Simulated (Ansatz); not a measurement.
## SiC: geometry relaxation (part 2 of 2)

SiC (P6₃mc, 12 atoms in the cell); DFT PBE, scalar-relativistic, plane waves, PAW, no spin polarisation (Ansatz 0.2.0); cutoff 420 eV, 12×12×2 k-mesh, Gaussian smearing of 0.02 eV. The structure derives from an entry of the Crystallography Open Database.

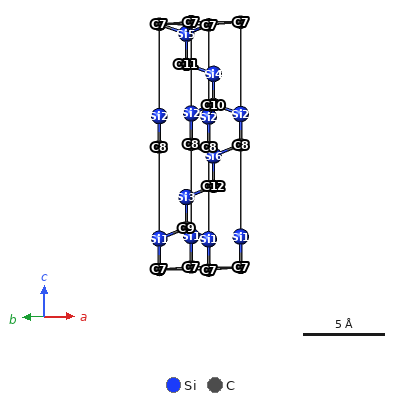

**Figure 1.** The geometry at step 4 of the log (ball-and-stick view of the cell of the calculation, seen at an oblique angle; atoms are numbered from 1 in the order of the input).

Output, continued:
```
--- Forces (eV/Å), atoms counted from 1 ---
  atom   1  Si    -0.00000000    -0.00000000    -0.00009071
  atom   2  Si     0.00000000     0.00000000    -0.00009071
  atom   3  Si    -0.00000000    -0.00000000     0.00007857
  atom   4  Si     0.00000000     0.00000000     0.00007857
  atom   5  Si     0.00000000     0.00000000    -0.00001849
  atom   6  Si    -0.00000000    -0.00000000    -0.00001849
  atom   7  C     -0.00000000    -0.00000000     0.00001376
  atom   8  C      0.00000000    -0.00000000     0.00001376
  atom   9  C      0.00000000     0.00000000     0.00002939
  atom  10  C     -0.00000000    -0.00000000     0.00002939
  atom  11  C     -0.00000000    -0.00000000    -0.00001247
  atom  12  C      0.00000000     0.00000000    -0.00001247
  max |Σ_I F_I| component: 9.57e-8 eV/Å
--- Stress (GPa, compression-positive) ---
        0.001920      -0.000000      -0.000000
        0.000000       0.001920       0.000000
       -0.000000       0.000000       0.006010
  P = ⅓ Tr σ = 0.0033 GPa (0.033 kbar)
--- Band table (eV; the first three rows and the last of 38) ---
  k-point 0: bands = ["-6.0000", "-5.4844", "-5.4494", "-3.9744", "-3.9457", "-2.4876", "0.8368", "3.1449", "3.1831", "6.9245", "6.9512", "8.2007", "8.2007", "8.3871", "8.3871", "8.4937", "8.4937", "8.9604", "8.9604", "9.0408", "9.0408", "9.3062", "9.3414", "9.3414", "14.3878", "14.5598", "14.9616", "15.4600", "15.4704", "15.8717", "16.1802", "16.1802", "16.4106", "16.4106", "16.5993", "16.7089"]
  k-point 1: bands = ["-5.8659", "-5.8659", "-4.8185", "-4.8185", "-3.0179", "-3.0179", "1.5844", "1.5844", "5.0294", "5.0294", "8.2594", "8.2594", "8.2594", "8.2594", "8.5774", "8.5774", "8.7066", "8.7066", "8.7066", "8.7066", "9.2461", "9.2461", "9.2461", "9.2461", "14.4550", "14.4550", "15.1949", "15.1949", "15.8263", "15.8263", "16.2742", "16.2742", "16.2742", "16.2742", "16.6016", "16.6016"]
  k-point 2: bands = ["-5.8807", "-5.3669", "-5.3316", "-3.8628", "-3.8339", "-2.3872", "0.9454", "3.2214", "3.2599", "6.8715", "6.9071", "7.5220", "7.7911", "7.8914", "7.9663", "8.2064", "8.2869", "8.5158", "8.5978", "8.8670", "8.8942", "8.9300", "9.2292", "9.2929", "14.7109", "14.9041", "15.1528", "15.6185", "15.6814", "15.8614", "16.0020", "16.1707", "16.4443", "16.4627", "16.5922", "16.6254"]
  k-point 37: bands = ["-1.5265", "-1.5265", "-1.3978", "-1.3978", "-1.3574", "-1.3574", "1.9289", "1.9289", "2.0959", "2.0959", "2.4887", "2.4887", "3.6092", "3.6092", "4.1462", "4.1462", "4.5651", "4.5651", "6.3227", "6.3227", "6.7318", "6.7318", "7.1017", "7.1017", "13.0083", "13.0083", "13.6618", "13.6618", "14.7602", "14.7602", "16.6366", "16.6366", "17.8287", "17.8287", "18.4971", "18.4971"]
--- Relaxed structure (5 steps of the walk, 5 accepted, 1 SCFs on fresh bases) ---
  F+E_penalty+E_count = -5322.96958821 eV   max|allowed force component| = 9.071e-5 eV/Å   (the final SCF, on the basis selected at the relaxed cell)
  cell:  # Å, volume = 125.9817 Å³
    - [3.094998073275257, 9.515799576017245e-34, -3.964916490007185e-34]
    - [-1.5474990366376284, 2.680346956120264, 5.37175292048602e-20]
    - [-1.5547084498495132e-33, 3.0402571908980005e-19, 15.186439965098735]
  atoms:
    - { symbol: Si, position: [2.090437059773795e-21, 4.180874119549603e-21, 0.12503992214029958] }
    - { symbol: Si, position: [2.0904370597712537e-21, 4.180874119542929e-21, 0.6250399221402997] }
    - { symbol: Si, position: [0.33333333333333337, 0.6666666666666667, 0.29181779921019063] }
    - { symbol: Si, position: [0.6666666666666665, 0.33333333333333337, 0.7918177992101906] }
    - { symbol: Si, position: [0.33333333333333337, 0.6666666666666667, 0.9583095063388204] }
    - { symbol: Si, position: [0.6666666666666665, 0.33333333333333337, 0.4583095063388203] }
    - { symbol: C, position: [-1.635377258868535e-20, -3.270754517737321e-20, -0.0003123163171360505] }
    - { symbol: C, position: [-1.6353772588683434e-20, -3.270754517736671e-20, 0.4996876836828639] }
    - { symbol: C, position: [0.33333333333333337, 0.6666666666666667, 0.16682968309672067] }
    - { symbol: C, position: [0.6666666666666665, 0.33333333333333337, 0.6668296830967207] }
    - { symbol: C, position: [0.33333333333333337, 0.6666666666666667, 0.8333154055311048] }
    - { symbol: C, position: [0.6666666666666665, 0.33333333333333337, 0.33331540553110467] }
```

Trajectory as extended XYZ (Å, eV, eV/Å), 6 frames, from step=1 to step=6:
```
12
Lattice="3.0950 0.0000 0.0000 -1.5475 2.6803 0.0000 0.0000 0.0000 15.1700" Properties=species:S:1:pos:R:3:forces:R:3 step=1 energy=-5322.96846 pressure_GPa=0.23
Si    0.0000    0.0000    1.8962    0.0000   0.0000   0.0420
Si    0.0000    0.0000    9.4812    0.0000   0.0000   0.0420
Si    0.0000    1.7869    4.4251    0.0000   0.0000   0.0250
Si    1.5475    0.8934   12.0101    0.0000   0.0000   0.0250
Si    0.0000    1.7869   14.5374    0.0000   0.0000   0.0549
Si    1.5475    0.8934    6.9524    0.0000   0.0000   0.0549
C     0.0000    0.0000    0.0000    0.0000   0.0000  -0.1414
C     0.0000    0.0000    7.5850    0.0000   0.0000  -0.1414
C     0.0000    1.7869    2.5288    0.0000   0.0000   0.0336
C     1.5475    0.8934   10.1138    0.0000   0.0000   0.0336
C     0.0000    1.7869   12.6412    0.0000   0.0000  -0.0141
C     1.5475    0.8934    5.0562    0.0000   0.0000  -0.0141
12
Lattice="3.0946 0.0000 0.0000 -1.5473 2.6800 0.0000 0.0000 0.0000 15.1826" Properties=species:S:1:pos:R:3:forces:R:3 step=2 energy=-5322.96915 pressure_GPa=0.11
Si    0.0000    0.0000    1.8969    0.0000   0.0000   0.0565
Si    0.0000    0.0000    9.4882    0.0000   0.0000   0.0565
Si    0.0000    1.7867    4.4298    0.0000   0.0000   0.0129
Si    1.5473    0.8933   12.0211    0.0000   0.0000   0.0129
Si    0.0000    1.7867   14.5492    0.0000   0.0000   0.0299
Si    1.5473    0.8933    6.9579    0.0000   0.0000   0.0299
C     0.0000    0.0000   -0.0026    0.0000   0.0000  -0.0707
C     0.0000    0.0000    7.5887    0.0000   0.0000  -0.0707
C     0.0000    1.7867    2.5328    0.0000   0.0000  -0.0107
C     1.5473    0.8933   10.1241    0.0000   0.0000  -0.0107
C     0.0000    1.7867   12.6525    0.0000   0.0000  -0.0180
C     1.5473    0.8933    5.0612    0.0000   0.0000  -0.0180
12
Lattice="3.0952 0.0000 0.0000 -1.5476 2.6805 0.0000 0.0000 0.0000 15.1852" Properties=species:S:1:pos:R:3:forces:R:3 step=3 energy=-5322.96930 pressure_GPa=-0.01
Si    0.0000    0.0000    1.8983    0.0000   0.0000   0.0167
Si    0.0000    0.0000    9.4909    0.0000   0.0000   0.0167
Si    0.0000    1.7870    4.4312    0.0000   0.0000   0.0087
Si    1.5476    0.8935   12.0238    0.0000   0.0000   0.0087
Si    0.0000    1.7870   14.5518    0.0000   0.0000   0.0091
Si    1.5476    0.8935    6.9592    0.0000   0.0000   0.0091
C     0.0000    0.0000   -0.0047    0.0000   0.0000  -0.0074
C     0.0000    0.0000    7.5879    0.0000   0.0000  -0.0074
C     0.0000    1.7870    2.5338    0.0000   0.0000  -0.0172
C     1.5476    0.8935   10.1264    0.0000   0.0000  -0.0172
C     0.0000    1.7870   12.6543    0.0000   0.0000  -0.0100
C     1.5476    0.8935    5.0617    0.0000   0.0000  -0.0100
12
Lattice="3.0950 0.0000 0.0000 -1.5475 2.6803 0.0000 0.0000 0.0000 15.1871" Properties=species:S:1:pos:R:3:forces:R:3 step=4 energy=-5322.96933 pressure_GPa=-0.01
Si    0.0000    0.0000    1.8990    0.0000   0.0000   0.0010
Si    0.0000    0.0000    9.4925    0.0000   0.0000   0.0010
Si    0.0000    1.7869    4.4317    0.0000   0.0000   0.0051
Si    1.5475    0.8934   12.0253    0.0000   0.0000   0.0051
Si    0.0000    1.7869   14.5538    0.0000   0.0000   0.0021
Si    1.5475    0.8934    6.9603    0.0000   0.0000   0.0021
C     0.0000    0.0000   -0.0048    0.0000   0.0000   0.0004
C     0.0000    0.0000    7.5888    0.0000   0.0000   0.0004
C     0.0000    1.7869    2.5338    0.0000   0.0000  -0.0048
C     1.5475    0.8934   10.1274    0.0000   0.0000  -0.0048
C     0.0000    1.7869   12.6557    0.0000   0.0000  -0.0037
C     1.5475    0.8934    5.0622    0.0000   0.0000  -0.0037
12
Lattice="3.0950 0.0000 0.0000 -1.5475 2.6803 0.0000 0.0000 0.0000 15.1864" Properties=species:S:1:pos:R:3:forces:R:3 step=5 energy=-5322.96934 pressure_GPa=0.00
Si    0.0000    0.0000    1.8989    0.0000   0.0000  -0.0001
Si    0.0000    0.0000    9.4921    0.0000   0.0000  -0.0001
Si    0.0000    1.7869    4.4317    0.0000   0.0000   0.0001
Si    1.5475    0.8934   12.0249    0.0000   0.0000   0.0001
Si    0.0000    1.7869   14.5533    0.0000   0.0000   0.0000
Si    1.5475    0.8934    6.9601    0.0000   0.0000   0.0000
C     0.0000    0.0000   -0.0047    0.0000   0.0000   0.0000
C     0.0000    0.0000    7.5885    0.0000   0.0000   0.0000
C     0.0000    1.7869    2.5335    0.0000   0.0000   0.0000
C     1.5475    0.8934   10.1268    0.0000   0.0000   0.0000
C     0.0000    1.7869   12.6551    0.0000   0.0000   0.0000
C     1.5475    0.8934    5.0619    0.0000   0.0000   0.0000
12
Lattice="3.0950 0.0000 0.0000 -1.5475 2.6803 0.0000 0.0000 0.0000 15.1864" Properties=species:S:1:pos:R:3:forces:R:3 step=6 energy=-5322.96959 pressure_GPa=0.00
Si    0.0000    0.0000    1.8989    0.0000   0.0000  -0.0001
Si    0.0000    0.0000    9.4921    0.0000   0.0000  -0.0001
Si    0.0000    1.7869    4.4317    0.0000   0.0000   0.0001
Si    1.5475    0.8934   12.0249    0.0000   0.0000   0.0001
Si    0.0000    1.7869   14.5533    0.0000   0.0000   0.0000
Si    1.5475    0.8934    6.9601    0.0000   0.0000   0.0000
C     0.0000    0.0000   -0.0047    0.0000   0.0000   0.0000
C     0.0000    0.0000    7.5885    0.0000   0.0000   0.0000
C     0.0000    1.7869    2.5335    0.0000   0.0000   0.0000
C     1.5475    0.8934   10.1268    0.0000   0.0000   0.0000
C     0.0000    1.7869   12.6551    0.0000   0.0000   0.0000
C     1.5475    0.8934    5.0619    0.0000   0.0000   0.0000
```

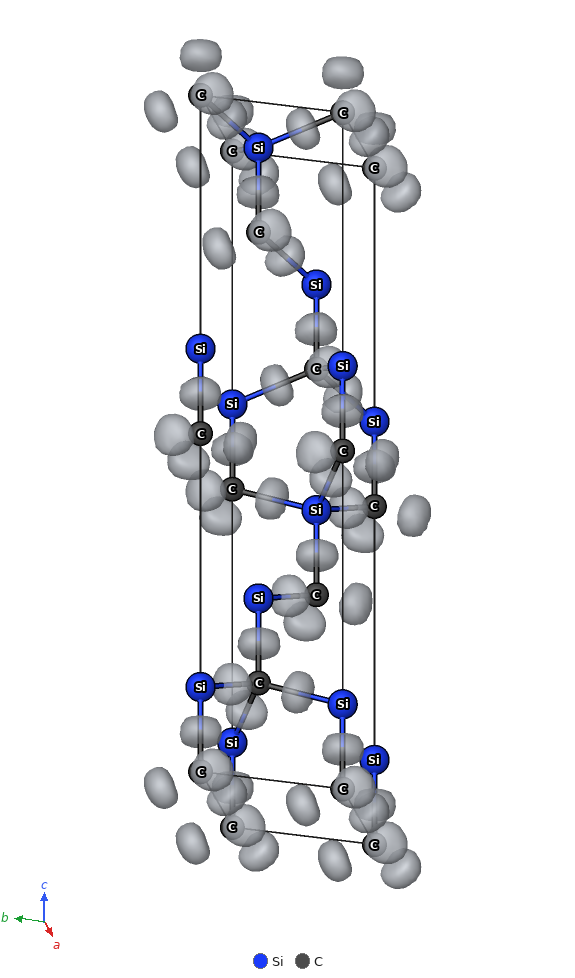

**Figure 2.** Isosurface of the ELF at 0.85 (grey), seen at an oblique angle. Only the valence region is drawn (cores and ρ < 0.01 e/Å³ removed). Sticks mark near contacts. The outline is the cell set on symmetry axes. The ELF exceeds this value in 24 regions between bonded C–Si atoms (shared pairs), counted in one cell of 12 atoms. Along the contacts the grid gives the following. Si–C (1.89 Å): the ELF peaks at about 0.95 between the atoms, as expected for localised, shared-pair bonding. In a PAW calculation such maps are meaningful between the atoms, not at the nuclei.

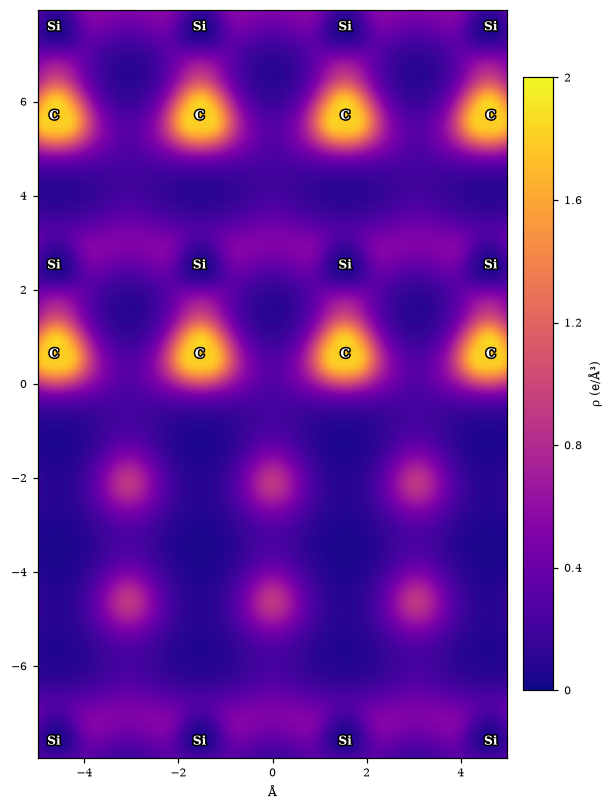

**Figure 3.** Valence electron density on the (100) plane of the conventional cell. Atoms in the plane: Si and C. Si–C (1.90 Å): ρ is about 0.87 e/Å³ halfway. Away from the nuclei the density in this plane falls to 0.04 e/Å³ at its lowest.

This output came from the following input.

The input:
```yaml
crystal:
  lattice:
    - [3.095, 0.0, 0.0]
    - [-1.5475, 2.6803486247, 0.0]
    - [0.0, 0.0, 15.17]
  atoms:
    - { symbol: Si, position: [0.0, 0.0, 0.125] }
    - { symbol: Si, position: [0.0, 0.0, 0.625] }
    - { symbol: Si, position: [0.3333333333, 0.6666666667, 0.2917] }
    - { symbol: Si, position: [0.6666666667, 0.3333333333, 0.7917] }
    - { symbol: Si, position: [0.3333333333, 0.6666666667, 0.9583] }
    - { symbol: Si, position: [0.6666666667, 0.3333333333, 0.4583] }
    - { symbol: C, position: [0.0, 0.0, 0.0] }
    - { symbol: C, position: [0.0, 0.0, 0.5] }
    - { symbol: C, position: [0.3333333333, 0.6666666667, 0.1667] }
    - { symbol: C, position: [0.6666666667, 0.3333333333, 0.6667] }
    - { symbol: C, position: [0.3333333333, 0.6666666667, 0.8333] }
    - { symbol: C, position: [0.6666666667, 0.3333333333, 0.3333] }
basis:
  ecutwfc: 420
kpoints:
  mp_grid: { grid: [12, 12, 2] }
hamiltonian:
  xc: pbe
scf:
  occupations: { method: gaussian, width: 0.02 }
output:
  forces: true
  stress: true
  eigenvalues: true
  write_density: true
  write_potential: true
  elf: true
  volumetric_format: npy
relax:
  adjacent_minimum: "off"
  f_tol: 0.005
  max_steps: 80
  cell: { stress_tol: 0.05 }
```

Launched with:
```bash
ansatz run input.yaml --threads 4 --pin off --max-ram 10240MiB --backend cpu --events-out ev --progress --plain --runs-dir out
```

Results in brief:

- outcome: converged
- space group (tolerance 0.01 Å): P6₃mc (186)
- electrons treated: 48
- free energy: −5322.9696 eV
- Fermi energy: 10.357 eV
- gap on the k-point mesh: 2.03 eV
- pressure: 0.00 GPa
- final volume: 125.98 Å³
- largest force (length of the vector) at the end: under 0.001 eV/Å
- final cell: a = 3.095 Å, b = 3.095 Å, c = 15.186 Å, α = 90.00°, β = 90.00°, γ = 120.00°
- hardware: 4 threads of Arm Neoverse V1, 24 GiB of memory available, shared host
- wall time: 29 s (CPU time 1.9 min)
- peak memory: 0.49 GiB
